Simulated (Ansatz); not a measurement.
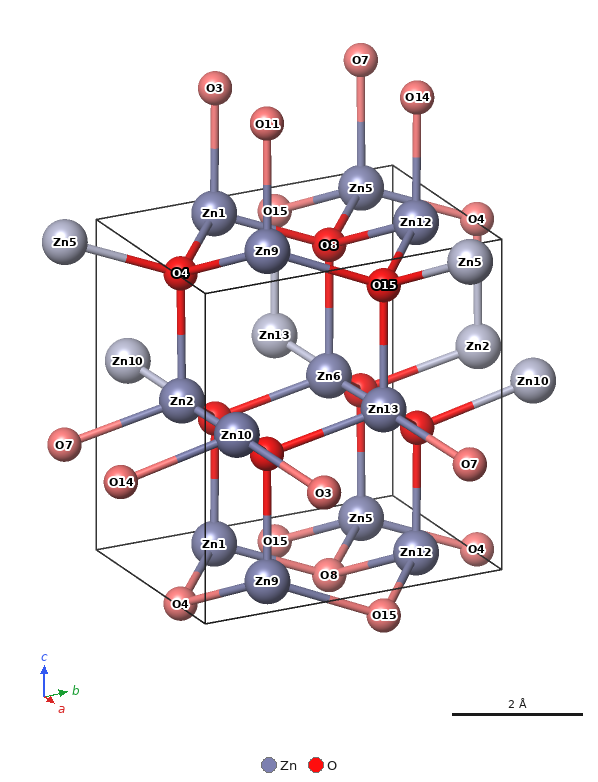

Fig. 1: The input geometry (ball-and-stick view of the cell of the calculation, seen slightly off an axis; neighbours outside the cell are drawn fainter; atoms are numbered from 1 in the order of the input). Near neighbours in the crystal (not all of them lie inside the picture): Zn has 3 O at 1.94 to 2.03 Å; Zn has 4 O at 1.92 to 2.05 Å; O has 4 Zn at 1.92 to 2.05 Å.

## Nudged elastic band, with input and output: Zn₈O₇ (part 1 of 3)

- system: Zn₈O₇ (defect cell, 15 atoms in the cell)
- method: DFT with PBE, PAW plane waves, no spin polarisation (Ansatz 0.2.0)

The structure derives from an entry of the Crystallography Open Database. Figures and captions count atoms from 1; the log counts them from 0 in places.

The input:
```yaml
crystal:
  lattice:
    - [6.49289848, 0.0, 0.0]
    - [-3.24644924, 5.62301503, 0.0]
    - [0.0, 0.0, 5.19907719]
  atoms:
    - { symbol: Zn, position: [0.16708532, 0.33634977, 0.00074051] }
    - { symbol: Zn, position: [0.33186066, 0.16683819, 0.49893243] }
    - { symbol: O, position: [0.17102271, 0.33785382, 0.38037553] }
    - { symbol: O, position: [0.33106258, 0.16256612, 0.88458923] }
    - { symbol: Zn, position: [0.16336481, 0.83358686, -0.00427516] }
    - { symbol: Zn, position: [0.3327815, 0.66265766, 0.49343041] }
    - { symbol: O, position: [0.16381222, 0.8322864, 0.3827896] }
    - { symbol: O, position: [0.32840143, 0.66513253, 0.88786573] }
    - { symbol: Zn, position: [0.66633761, 0.33226022, -0.00050623] }
    - { symbol: Zn, position: [0.82932334, 0.16908733, 0.50615505] }
    - { symbol: O, position: [0.66299333, 0.33180038, 0.38476454] }
    - { symbol: Zn, position: [0.66700719, 0.83372163, 0.00439954] }
    - { symbol: Zn, position: [0.82729524, 0.66503043, 0.50127172] }
    - { symbol: O, position: [0.66821954, 0.83683934, 0.38190061] }
    - { symbol: O, position: [0.82901908, 0.66484798, 0.87786075] }
kpoints:
  mp_grid: { grid: [3, 3, 3] }
magnetization:
  spin_polarized: false
scf:
  occupations: { method: cold, width: 0.15 }
hamiltonian:
  pseudopotentials: { kind: paw }
  xc: pbe
basis:
  ecutwfc: 420
neb:
  images: 5
  relax_end_points: true
  climbing: true
  f_tol: 0.05
  max_iterations: 40
  order_check: false
  final_atoms:
    - { symbol: Zn, position: [0.16708532, 0.33634977, 0.00074051] }
    - { symbol: Zn, position: [0.33186066, 0.16683819, 0.49893243] }
    - { symbol: O, position: [0.17102271, 0.33785382, 0.38037553] }
    - { symbol: O, position: [0.33106258, 0.16256612, 0.88458923] }
    - { symbol: Zn, position: [0.16336481, 0.83358686, -0.00427516] }
    - { symbol: Zn, position: [0.3327815, 0.66265766, 0.49343041] }
    - { symbol: O, position: [0.16381222, 0.8322864, 0.3827896] }
    - { symbol: O, position: [0.32840143, 0.66513253, 0.88786573] }
    - { symbol: Zn, position: [0.66633761, 0.33226022, -0.00050623] }
    - { symbol: Zn, position: [0.82932334, 0.16908733, 0.50615505] }
    - { symbol: O, position: [0.66299333, 0.33180038, 0.38476454] }
    - { symbol: Zn, position: [0.66700719, 0.83372163, 0.00439954] }
    - { symbol: Zn, position: [0.82729524, 0.66503043, 0.50127172] }
    - { symbol: O, position: [0.66821954, 0.83683934, 0.38190061] }
    - { symbol: O, position: [0.8323878, 0.16840198, 0.8771551] }
```

Command:
```bash
ansatz run input.yaml --threads 4 --pin off --max-ram 8192MiB --backend cpu --events-out ev --progress --plain --runs-dir out
```

What the program printed:
```
Warning: neb: disabling space-group detection — the band's intermediate images generally break the endpoint symmetry, so no spatial operation reduces the k-mesh or symmetrises the density, except that a semilocal band can use its path's symmetry ahead of convergence; time reversal is kept, so that k and −k are solved as one point where they differ and the mesh holds both, and exact exchange and, on two spinor components, a DFT+U term hold to it where the run has them: on two components no moment then forms, and a state that bears one, which a typed moment (crystal.atoms[].spin; refused beside efield: under a hybrid functional) reaches, can lie lower, under hf by electronvolts; crystal.symmetry.detect: false (a key that needs symmetry detection or time reversal refuses this as the deck is read) with time_reversal: false beside it drops time reversal too
Engine: ansatz 0.2.0, aarch64-unknown-linux-gnu
Pseudopotentials: kind: paw
Pseudopotential: Zn, paw, valence charge 12, recommended cutoff 420 eV (normal), Zn.paw.azcp
Pseudopotential: O, paw, valence charge 6, recommended cutoff 420 eV (normal), O.paw.azcp
Functional definition: PBE
  parameter kappa = 0.804
  parameter beta = 0.06672455060314922
  exchange = pbe_x(kappa = kappa, mu = beta*pi^2/3)
  correlation = pbe_c(beta = beta)
parallel-image band execution: 4 concurrent image workers
NEB image 0
Crystal: 15 atoms, lattice volume = 189.817 Å³
Basis set: ecut = 420 eV, 3689 PW (Γ), exchange–correlation on 90×90×72 points (8 copies of the dense FFT grid, shifted against one another)
Bands: 84, of which v1, the nominal top of the filled ones, is band 69 counted from 1 (68 counted from 0)
Symmetry: 1 space group operations
k-points: 14 of 27 (time reversal used)
Non-local potential: Zn, projectors of the file, l = 0: 2, l = 1: 2, l = 2: 3, l = 3: 1
Non-local potential: O, projectors of the file, l = 0: 2, l = 1: 2, l = 2: 1
PAW form: soft (Blöchl's): semilocal exchange-correlation on the pseudo side does not see the compensation charge
PAW one-centre angular grid: Zn, 590 points (default); XC on 64 Gauss nodes
PAW one-centre angular grid: O, 110 points (default); XC on 64 Gauss nodes
Initial density: superposition of atomic densities (neutral atoms: chi_scale 0, normalization atom), corrected by the library's trained network
Initial wavefunctions: pseudopotential atomic-orbital guess
Functional: x = pbe(κ = 0.804, μ = 0.2195149727645171), c = pbe(β = 0.06672455060314922)
SCF iter   1: F=—  HF=-30525.692575 eV  |F-HF|=—  |Δ(HF+E_count)|=         —  Δρ=2.66e-3  dr2=2.07e-2  ethr=1.77e-3  ⟨swp⟩=5.4  Hψ=4099  notcnv=0  defer=12
preconditioner: auto → Resta (q_TF=auto, 2.587 Å⁻¹)  ε∞=7.8  [insulator: Δε(μ)=1.349 eV  Ē_g=12.176 eV  σ=0.150 eV  W_gap=1.00  n_scr=58 (ndim 8)  ℏωp=31.7 eV  f_vac=0.024  D(μ)=-0.00/eV (n_scr^D=0)  ε∞_Penn≈7.8]
SCF iter   2: F=—  HF=-30525.694913 eV  |F-HF|=—  |Δ(HF+E_count)|=   2.34e-3  S|Δr|=  6.30e-10  Δρ=1.39e-3  dr2=6.26e-3  ethr=1.50e-5  ⟨swp⟩=2.5  Hψ=2448  notcnv=0  defer=12
SCF iter   3: F=—  HF=-30525.693894 eV  |F-HF|=—  |Δ(HF+E_count)|=   1.02e-3  S|Δr|=  4.40e-10  Δρ=6.52e-4  dr2=2.37e-3  ethr=4.54e-6  ⟨swp⟩=3.0  Hψ=1998  notcnv=0  defer=12
SCF iter   4: F=—  HF=-30525.693265 eV  |F-HF|=—  |Δ(HF+E_count)|=   6.29e-4  S|Δr|=  3.52e-10  Δρ=3.22e-4  dr2=1.40e-4  ethr=1.72e-6  ⟨swp⟩=2.1  Hψ=1689  notcnv=0  defer=12
SCF iter   5: F=—  HF=-30525.693248 eV  |F-HF|=—  |Δ(HF+E_count)|=   1.71e-5  S|Δr|=  2.04e-11  Δρ=1.43e-4  dr2=3.24e-5  ethr=1.01e-7  ⟨swp⟩=2.0  Hψ=1916  notcnv=0  defer=12
SCF iter   6: F=—  HF=-30525.693237 eV  |F-HF|=—  |Δ(HF+E_count)|=   1.15e-5  S|Δr|=  1.90e-11  Δρ=4.41e-5  dr2=4.80e-6  ethr=2.35e-8  ⟨swp⟩=2.0  Hψ=1916  notcnv=0  defer=12
SCF iter   7: F=—  HF=-30525.693238 eV  |F-HF|=—  |Δ(HF+E_count)|=   1.00e-6  S|Δr|=  7.50e-12  Δρ=2.75e-5  dr2=1.17e-6  ethr=3.48e-9  ⟨swp⟩=2.0  Hψ=1955  notcnv=0  defer=12
SCF iter   8: F=—  HF=-30525.693238 eV  |F-HF|=—  |Δ(HF+E_count)|=   5.68e-8  S|Δr|=  1.25e-12  Δρ=1.00e-5  dr2=2.09e-7  ethr=8.49e-10  ⟨swp⟩=2.0  Hψ=1939  notcnv=0  defer=12
SCF iter   9: F=-30525.693238 eV  HF=-30525.693238 eV  |F-HF|=2.70e-8  |Δ(HF+E_count)|=   7.14e-8  S|Δr|=  2.08e-13  Δρ=4.80e-6  dr2=4.90e-8  ethr=7.25e-11  ⟨swp⟩=4.1  Hψ=4060  notcnv=0
SCF 1 converged in 9 iterations: F = -30525.693238 eV  dr2 = 4.90e-8
  greatest PAW one-centre occupation: 0.987 electrons in one spin orbital (limit 2), on the Zn atom at site 0 (counted from 0), in its partial waves of l = 2
NSCF: frozen V_eff on 14 k-points
NEB image 6
SCF iter   1: F=—  HF=-30525.683711 eV  |F-HF|=—  |Δ(HF+E_count)|=         —  Δρ=2.64e-3  dr2=1.85e-2  ethr=1.77e-3  ⟨swp⟩=5.4  Hψ=4078  notcnv=0  defer=13
preconditioner: auto → Resta (q_TF=auto, 2.587 Å⁻¹)  ε∞=7.8  [insulator: Δε(μ)=1.335 eV  Ē_g=12.176 eV  σ=0.150 eV  W_gap=1.00  n_scr=58 (ndim 8)  ℏωp=31.7 eV  f_vac=0.024  D(μ)=-0.00/eV (n_scr^D=0)  ε∞_Penn≈7.8]
SCF iter   2: F=—  HF=-30525.686463 eV  |F-HF|=—  |Δ(HF+E_count)|=   2.75e-3  S|Δr|=  8.38e-10  Δρ=1.35e-3  dr2=5.25e-3  ethr=1.34e-5  ⟨swp⟩=2.4  Hψ=2317  notcnv=0  defer=13
SCF iter   3: F=—  HF=-30525.685709 eV  |F-HF|=—  |Δ(HF+E_count)|=   7.54e-4  S|Δr|=  5.95e-10  Δρ=6.22e-4  dr2=2.05e-3  ethr=3.81e-6  ⟨swp⟩=2.9  Hψ=1988  notcnv=0  defer=13
SCF iter   4: F=—  HF=-30525.685202 eV  |F-HF|=—  |Δ(HF+E_count)|=   5.07e-4  S|Δr|=  5.24e-10  Δρ=3.13e-4  dr2=1.36e-4  ethr=1.49e-6  ⟨swp⟩=2.0  Hψ=1666  notcnv=0  defer=13
SCF iter   5: F=—  HF=-30525.685181 eV  |F-HF|=—  |Δ(HF+E_count)|=   2.12e-5  S|Δr|=  3.60e-11  Δρ=1.36e-4  dr2=2.96e-5  ethr=9.89e-8  ⟨swp⟩=2.0  Hψ=1913  notcnv=0  defer=13
SCF iter   6: F=—  HF=-30525.685217 eV  |F-HF|=—  |Δ(HF+E_count)|=   3.58e-5  S|Δr|=  2.99e-11  Δρ=4.34e-5  dr2=4.68e-6  ethr=2.14e-8  ⟨swp⟩=2.0  Hψ=1918  notcnv=0  defer=13
SCF iter   7: F=—  HF=-30525.685218 eV  |F-HF|=—  |Δ(HF+E_count)|=   9.74e-7  S|Δr|=  1.26e-11  Δρ=2.52e-5  dr2=1.04e-6  ethr=3.39e-9  ⟨swp⟩=2.0  Hψ=1921  notcnv=0  defer=13
SCF iter   8: F=—  HF=-30525.685218 eV  |F-HF|=—  |Δ(HF+E_count)|=   7.44e-8  S|Δr|=  3.14e-12  Δρ=9.52e-6  dr2=1.90e-7  ethr=7.54e-10  ⟨swp⟩=2.0  Hψ=1937  notcnv=0  defer=13
SCF iter   9: F=-30525.685218 eV  HF=-30525.685218 eV  |F-HF|=2.13e-8  |Δ(HF+E_count)|=   6.68e-8  S|Δr|=    0.00e0  Δρ=4.68e-6  dr2=4.90e-8  ethr=7.25e-11  ⟨swp⟩=4.1  Hψ=4041  notcnv=0
SCF 2 converged in 9 iterations: F = -30525.685218 eV  dr2 = 4.90e-8
[... from here on the iterations of each SCF are left out, up to the last one ...]
NSCF: frozen V_eff on 14 k-points
NEB end point (image 0): max|allowed force component| = 8.737e-1 eV/Å (the criterion of neb.relax_end_points is 1.000e-2)
NEB end point (image 6): max|allowed force component| = 9.878e-1 eV/Å (the criterion of neb.relax_end_points is 1.000e-2)
NEB image 0, for its relaxation
Initial density: handed on by an earlier stage of this run
Initial wavefunctions: those handed on with the density
preconditioner: auto → Resta (q_TF=auto, 2.587 Å⁻¹)  ε∞=7.8  [insulator: Δε(μ)=1.393 eV  Ē_g=12.164 eV  σ=0.150 eV  W_gap=1.00  n_scr=58 (ndim 8)  ℏωp=31.7 eV  f_vac=0.023  D(μ)=-0.00/eV (n_scr^D=0)  ε∞_Penn≈7.8]
SCF 3 converged in 2 iterations: F = -30525.693238 eV  dr2 = 3.05e-8
NEB image 0, for its relaxation
preconditioner: auto → Resta (q_TF=auto, 2.587 Å⁻¹)  ε∞=7.8  [insulator: Δε(μ)=1.871 eV  Ē_g=12.110 eV  σ=0.150 eV  W_gap=1.00  n_scr=58 (ndim 8)  ℏωp=31.7 eV  f_vac=0.025  D(μ)=0.00/eV (n_scr^D=0)  ε∞_Penn≈7.8]
SCF 4 converged in 9 iterations: F = -30526.026933 eV  dr2 = 6.17e-8
NEB image 0, for its relaxation
preconditioner: auto → Resta (q_TF=auto, 2.587 Å⁻¹)  ε∞=7.9  [insulator: Δε(μ)=2.187 eV  Ē_g=12.047 eV  σ=0.150 eV  W_gap=1.00  n_scr=58 (ndim 8)  ℏωp=31.7 eV  f_vac=0.028  D(μ)=0.00/eV (n_scr^D=0)  ε∞_Penn≈7.9]
SCF 5 converged in 11 iterations: F = -30526.167090 eV  dr2 = 6.82e-9
NEB image 0, for its relaxation
preconditioner: auto → Resta (q_TF=auto, 2.587 Å⁻¹)  ε∞=7.9  [insulator: Δε(μ)=2.106 eV  Ē_g=12.083 eV  σ=0.150 eV  W_gap=1.00  n_scr=58 (ndim 8)  ℏωp=31.7 eV  f_vac=0.025  D(μ)=-0.00/eV (n_scr^D=0)  ε∞_Penn≈7.9]
SCF 6 converged in 8 iterations: F = -30526.178103 eV  dr2 = 8.74e-8
NEB image 0, for its relaxation
preconditioner: auto → Resta (q_TF=auto, 2.587 Å⁻¹)  ε∞=7.9  [insulator: Δε(μ)=2.111 eV  Ē_g=12.071 eV  σ=0.150 eV  W_gap=1.00  n_scr=58 (ndim 8)  ℏωp=31.7 eV  f_vac=0.026  D(μ)=0.00/eV (n_scr^D=0)  ε∞_Penn≈7.9]
SCF 7 converged in 5 iterations: F = -30526.178177 eV  dr2 = 9.03e-8
NEB image 0
SCF 8 converged in 2 iterations: F = -30526.178177 eV  dr2 = 2.70e-8
NSCF: frozen V_eff on 14 k-points
NEB end point (image 0): relaxed in 35 SCF iterations, 0.484939 eV lower, largest move of an atom 0.271 Å; not tested for a saddle point
NEB image 6, for its relaxation
preconditioner: auto → Resta (q_TF=auto, 2.587 Å⁻¹)  ε∞=7.8  [insulator: Δε(μ)=1.375 eV  Ē_g=12.165 eV  σ=0.150 eV  W_gap=1.00  n_scr=58 (ndim 8)  ℏωp=31.7 eV  f_vac=0.023  D(μ)=-0.00/eV (n_scr^D=0)  ε∞_Penn≈7.8]
SCF 9 converged in 2 iterations: F = -30525.685218 eV  dr2 = 3.29e-8
NEB image 6, for its relaxation
preconditioner: auto → Resta (q_TF=auto, 2.587 Å⁻¹)  ε∞=7.8  [insulator: Δε(μ)=1.837 eV  Ē_g=12.113 eV  σ=0.150 eV  W_gap=1.00  n_scr=58 (ndim 8)  ℏωp=31.7 eV  f_vac=0.025  D(μ)=0.00/eV (n_scr^D=0)  ε∞_Penn≈7.8]
SCF 10 converged in 9 iterations: F = -30526.006175 eV  dr2 = 6.32e-8
NEB image 6, for its relaxation
preconditioner: auto → Resta (q_TF=auto, 2.587 Å⁻¹)  ε∞=7.9  [insulator: Δε(μ)=2.169 eV  Ē_g=12.054 eV  σ=0.150 eV  W_gap=1.00  n_scr=58 (ndim 8)  ℏωp=31.7 eV  f_vac=0.028  D(μ)=-0.00/eV (n_scr^D=0)  ε∞_Penn≈7.9]
SCF 11 converged in 11 iterations: F = -30526.169511 eV  dr2 = 6.71e-9
NEB image 6, for its relaxation
preconditioner: auto → Resta (q_TF=auto, 2.587 Å⁻¹)  ε∞=7.9  [insulator: Δε(μ)=2.112 eV  Ē_g=12.078 eV  σ=0.150 eV  W_gap=1.00  n_scr=58 (ndim 8)  ℏωp=31.7 eV  f_vac=0.026  D(μ)=-0.00/eV (n_scr^D=0)  ε∞_Penn≈7.9]
SCF 12 converged in 8 iterations: F = -30526.177233 eV  dr2 = 3.68e-8
NEB image 6, for its relaxation
SCF 13 converged in 7 iterations: F = -30526.178172 eV  dr2 = 4.72e-8
NEB image 6
SCF 14 converged in 2 iterations: F = -30526.178172 eV  dr2 = 2.57e-8
NSCF: frozen V_eff on 14 k-points
NEB end point (image 6): relaxed in 37 SCF iterations, 0.492955 eV lower, largest move of an atom 0.296 Å; not tested for a saddle point
NEB image 1
preconditioner: auto → Resta (q_TF=auto, 2.587 Å⁻¹)  ε∞=7.9  [insulator: Δε(μ)=1.655 eV  Ē_g=12.069 eV  σ=0.150 eV  W_gap=1.00  n_scr=58 (ndim 8)  ℏωp=31.7 eV  f_vac=0.025  D(μ)=-0.00/eV (n_scr^D=0)  ε∞_Penn≈7.9]
SCF 15 converged in 10 iterations: F = -30524.001290 eV  dr2 = 3.50e-8
NEB image 2
preconditioner: auto → Resta (q_TF=auto, 2.587 Å⁻¹)  ε∞=7.7  [insulator: Δε(μ)=1.235 eV  Ē_g=12.189 eV  σ=0.150 eV  W_gap=1.00  n_scr=58 (ndim 8)  ℏωp=31.7 eV  f_vac=0.022  D(μ)=-0.00/eV (n_scr^D=0)  ε∞_Penn≈7.7]
SCF 16 converged in 11 iterations: F = -30509.057422 eV  dr2 = 5.34e-8
```
